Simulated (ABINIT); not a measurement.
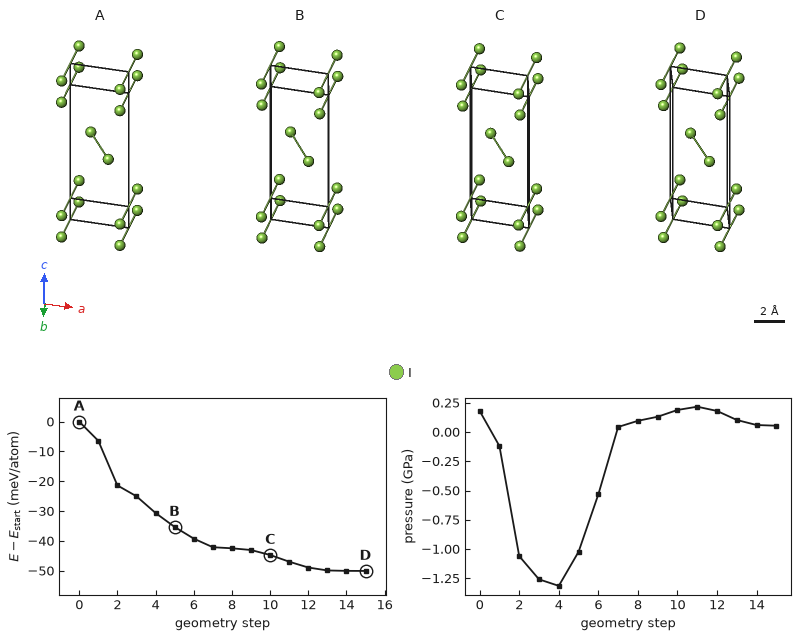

Frames of a relaxation of a crystal of I (set up in Cmce), marked on the history of the run. Style: ball-and-stick. Shown: the cell of the calculation, from a free direction.

The run lets cell and atoms move.

All numbers below come from ABINIT 10.8.3, Kohn-Sham DFT of a periodic cell, PBEsol, PseudoDojo NC SR PBEsol v0.4.1 standard.

Input
```
# Pseudopotentials
pp_dirpath "./"
pseudos "I.upf"

# Structure
acell 3*1.0
rprim
     6.8692206034    -4.5259318630     0.0000000000
     6.8692206034     4.5259318630     0.0000000000
     0.0000000000     0.0000000000    18.5069194180
ntypat 1
znucl 53
natom 4
typat 1 1 1 1
chkprim 0
chksymtnons 0
tolsym 1.0e-6
xred
   0.6493000000   0.3507000000   0.3844000000
   0.1493000000   0.8507000000   0.1156000000
   0.3507000000   0.6493000000   0.6156000000
   0.8507000000   0.1493000000   0.8844000000

# Plane-wave basis
ecut 35.0
ecutsm 0.5

# k points
kptopt 1
ngkpt 5 5 2
nshiftk 1
shiftk 0.0 0.0 0.0

# Exchange and correlation
ixc -116133

# Bands and occupations
nband 18
occopt 3
tsmear 0.05 eV

# SCF cycle
nstep 80
tolvrs 1.0e-12

# Output
iomode 3
prteig 0
prtebands 0
prtwf 0
prtden 0

# Relaxation
ionmov 2
optcell 2
ntime 50
tolmxf 2.0e-5
dilatmx 1.08
```

Run as
```bash
abinit run.abi > log 2>&1
```

Q: Describe the path.

A: The run was cut off at its time limit before the relaxation converged, so the last structure is only a point on the way. Over 15 geometry steps the energy falls by 50.1 meV per atom. The largest force component goes from 0.74 to 0.027 eV/Å. The pressure goes from 0.18 to 0.05 GPa. The largest moves relative to the cell, 0.13 Å, are those of I atoms. The volume changes by −8.0 %, with a = b 4.353 → 4.307 Å (−1.1 %), c 9.793 → 9.585 Å (−2.1 %), γ 66.8° → 62.0°. Among the contacts that change: I–I 2.678 → 2.818 Å. The space group stays Cmce (No. 64). The run took 25 min on 1 thread of Intel(R) Xeon(R) 6975P-C (Granite Rapids), with other jobs on the host, peak memory 0.21 GiB. From step 0 to 5: I atoms move most (0.11 Å), volume −3.7 %, energy −35.3 meV per atom. From step 5 to 10: I atoms move most (0.03 Å), volume −2.8 %, energy −9.4 meV per atom. From step 10 to 15: I atoms move most (0.06 Å), volume −1.7 %, energy −5.4 meV per atom.

Limits of the set-up: layers or molecules are held without a dispersion correction, so their spacing is unreliable.
